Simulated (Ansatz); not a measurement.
Consider ZnS (slab).

```xyz
16
Lattice="3.7816 0.0000 0.0000 0.0000 6.2090 0.0000 0.0000 0.0000 25.9165" Properties=species:S:1:pos:R:3 pbc="T T T"
Zn    0.0000    5.8842    8.0230
S     0.0000    3.7991    7.3320
Zn    1.8908    3.1782    8.4750
S     1.8908    0.8005    8.6074
Zn    1.8908    0.0027   10.8225
S     1.8908    3.8899   10.7323
Zn    0.0000    3.1289   11.8280
S     0.0000    0.7995   11.8928
Zn    0.0000    0.0245   14.0885
S     0.0000    3.9039   14.0237
Zn    1.8908    3.1071   15.0940
S     1.8908    0.7854   15.1842
Zn    1.8908    0.0737   17.4416
S     1.8908    3.9050   17.3091
Zn    0.0000    2.7797   17.8935
S     0.0000    0.6946   18.5845
```

Method: DFT PBEsol, scalar-relativistic, plane waves, PAW in Ansatz 0.2.0.

Predict the valence pseudo-density and electron localisation function between the atoms.

Answer. Zn–S (2.32 Å): the density is about 0.51 e/Å³ at the midpoint; the ELF peaks at about 0.90 in the valence shell of S, 0.8 Å from its nucleus, and is about 0.55 at the midpoint.
Zn–S (2.37 Å): ρ at the midpoint is about 0.48 e/Å³; the ELF peaks at about 0.90 in the valence shell of S, 0.9 Å from its nucleus, and is about 0.55 at the midpoint.

Metal or insulator at this level of theory?

Answer. It is gapped, with a Kohn–Sham gap of 2.2 eV on the k-point mesh, an upper bound to the gap of this method.

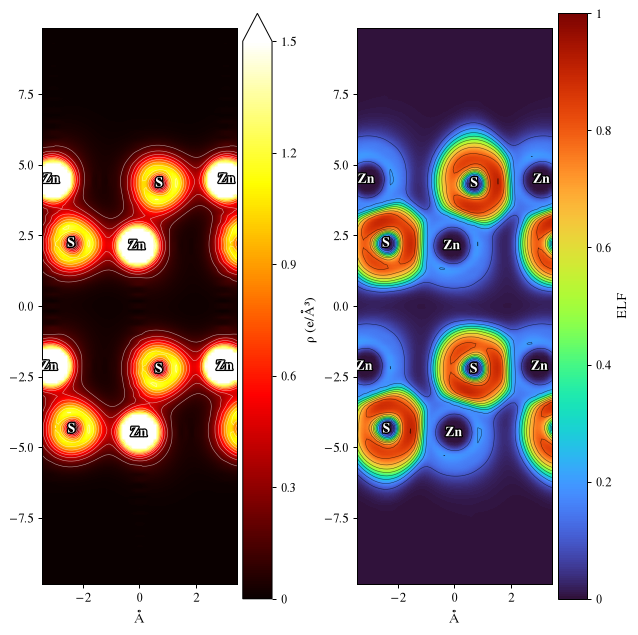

Computed valence pseudo-density and electron localisation function on the (100) plane of the calculation cell, a cut from vacuum to vacuum, in this order. 

The density is the valence pseudo-density of a PAW calculation; it isn't the true density close to the nuclei.
